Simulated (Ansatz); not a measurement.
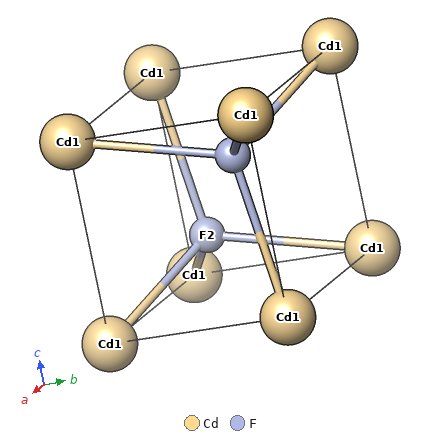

The system is CdF₂ (Fm-3m, No. 225; 3 atoms in the cell); the picture shows the reference structure. The energy is mapped over volume and the cell's shape. Coordinates scanned: (1) volume per atom; (2) c/a of the conventional cell. Nothing is relaxed (symmetry fixes all fractional coordinates). The grid has 7 × 7 points. Points are written as (first, second). Energies are in meV/atom, from the lowest grid point. Level of theory: DFT PBE, scalar-relativistic, plane waves, PAW in Ansatz. Settings: cutoff 520 eV, k-mesh 8×8×8, gaussian smearing 0.05 eV, no spin polarisation.

Its coordinates:

```
CELL_PARAMETERS angstrom
0.00000 2.74027 2.74027
2.74027 0.00000 2.74027
2.74027 2.74027 0.00000
ATOMIC_POSITIONS crystal
Cd 0.00000 0.00000 0.00000
F 0.25000 0.25000 0.25000
F 0.75000 0.75000 0.75000
```

The input of one point:

```yaml
crystal:
  lattice:
    - [0.0, 2.7402705265, 2.7402705265]
    - [2.7402705265, 0.0, 2.7402705265]
    - [2.7402705265, 2.7402705265, 0.0]
  atoms:
    - { symbol: Cd, position: [0.0, 0.0, 0.0] }
    - { symbol: F, position: [0.25, 0.25, 0.25] }
    - { symbol: F, position: [0.75, 0.75, 0.75] }
basis:
  ecutwfc: 520.0
kpoints:
  mp_grid: { grid: [8, 8, 8] }
hamiltonian:
  xc: pbe
  pseudopotentials: { kind: paw }
scf:
  occupations: { method: gaussian, width: 0.05 }
output:
  forces: true
  stress: true
  eigenvalues: true
  write_density: true
  write_potential: true
  elf: true
  volumetric_format: npy
```

Range: volume per atom from 11.52 to 15.91 Å³; c/a of the conventional cell from 0.923 to 1.083.

**What will the energy surface look like?**

The lowest grid point is at (13.72 Å³, 1.000). It is the only kind of minimum in the scanned range. The highest grid point, (11.52 Å³, 0.923), lies 163 meV/atom above the lowest. Round the minimum the two coordinates are nearly uncoupled. The gap on the k-mesh is 2.9 eV at the lowest point and runs from 2.2 to 3.6 eV over the map.

```
c/a of the conventional cell ↓, volume per atom →  11.52  12.26  12.99  13.72  14.45  15.18  15.91
                                            1.083    162     75     32     19     30     57     96
                                            1.055    152     65     21      9     19     46     85
                                            1.027    146     59     15      2     12     39     79
                                            1.000    144     57     13      0     10     37     76
                                            0.974    146     59     15      2     12     39     79
                                            0.948    152     65     21      9     19     46     85
                                            0.923    163     76     32     20     30     57     96
```

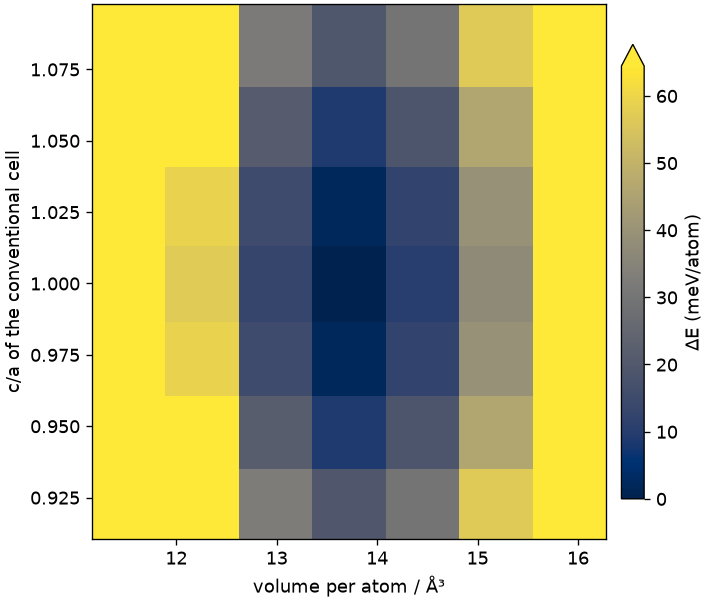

The picture shows one coloured cell a grid point, one colour for all values above the top of the scale.

Time for the 49 points that were run: 4.5 min on 1 thread of Arm Neoverse N1 (shared host).
